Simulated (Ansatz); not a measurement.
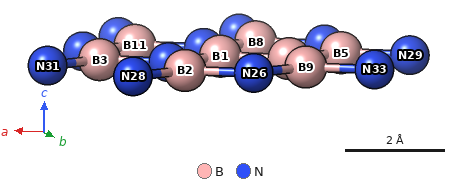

This is the input geometry for a relaxation of a defect cell of composition B25N23 (coarse preliminary run). The picture is a ball-and-stick view of the atoms within 4.2 Å of the atom that moves most (axes of the cell of the calculation, reduced to other axes), seen from a free direction. Lengths and directions refer to the drawn axes.

Case: B on a N site (c), charge +0, atoms relaxed at the host's cell.

Computed with DFT PBE, scalar-relativistic, plane waves, PAW in Ansatz 0.2.0.

(plane-wave cutoff 420 eV; k-point mesh 1 × 1 × 1; occupations gaussian; smearing width 0.01 eV; no spin polarisation; atoms relaxed in a fixed cell; force threshold 0.025 eV/Å; at most 45 steps)

```
CELL_PARAMETERS angstrom
0.00000 0.00000 8.36126
0.00000 -8.70230 0.00000
7.53642 4.35115 0.00000
ATOMIC_POSITIONS crystal
B 0.00000 0.66667 0.33333
B 0.00000 0.33333 0.16667
B 0.00000 0.50000 0.50000
B 0.00000 0.16667 0.33333
B 0.00000 0.83333 0.16667
B 0.00000 0.66667 0.83333
B 0.00000 0.33333 0.66667
B 0.00000 0.00000 0.50000
B 0.00000 0.50000 0.00000
B 0.00000 0.16667 0.83333
B 0.00000 0.83333 0.66667
B 0.00000 0.00000 0.00000
B 0.50000 0.66667 0.16667
B 0.50000 0.33333 0.00000
B 0.50000 0.50000 0.33333
B 0.50000 0.16667 0.16667
B 0.50000 0.83333 0.00000
B 0.50000 0.66667 0.66667
B 0.50000 0.33333 0.50000
B 0.50000 0.00000 0.33333
B 0.50000 0.50000 0.83333
B 0.50000 0.16667 0.66667
B 0.50000 0.83333 0.50000
B 0.50000 0.00000 0.83333
B 0.00000 0.66667 0.16667
N 0.00000 0.33333 0.00000
N 0.00000 0.50000 0.33333
N 0.00000 0.16667 0.16667
N 0.00000 0.83333 0.00000
N 0.00000 0.66667 0.66667
N 0.00000 0.33333 0.50000
N 0.00000 0.00000 0.33333
N 0.00000 0.50000 0.83333
N 0.00000 0.16667 0.66667
N 0.00000 0.83333 0.50000
N 0.00000 0.00000 0.83333
N 0.50000 0.83333 0.33333
N 0.50000 0.50000 0.16667
N 0.50000 0.66667 0.50000
N 0.50000 0.33333 0.33333
N 0.50000 0.00000 0.16667
N 0.50000 0.83333 0.83333
N 0.50000 0.50000 0.66667
N 0.50000 0.16667 0.50000
N 0.50000 0.66667 0.00000
N 0.50000 0.33333 0.83333
N 0.50000 0.00000 0.66667
N 0.50000 0.16667 0.00000
```

**Where does the relaxation end?**

The largest moves, 0.13 Å, are those of B1, B5 and B9. B1 goes along +a. By element the largest moves are B 0.13 Å, N 0.06 Å. The lattice vectors keep their values. Near-neighbour distances that change, for instance: B1–B25 1.450 → 1.580 Å, B11–N35 1.450 → 1.428 Å, B2–N26 1.450 → 1.466 Å, B2–N28 1.450 → 1.435 Å. Among the angles between lasting bonds that change: N29–B5–N32 120.0° → 125.2°, B8–N35–B11 120.0° → 123.0°, B1–N35–B11 120.0° → 117.1°. Over 4 geometry steps the energy falls by 1.299 eV per cell of the calculation. The largest force component goes from 6 to 0.0024 eV/Å.

The end point in the same view:

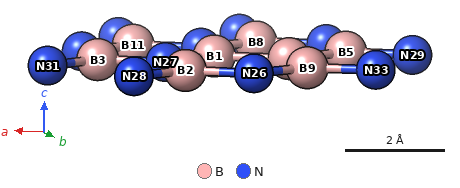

Limits of the set-up: the periodic images lie only 8.4 Å apart, so the values are limited by the cell's size.
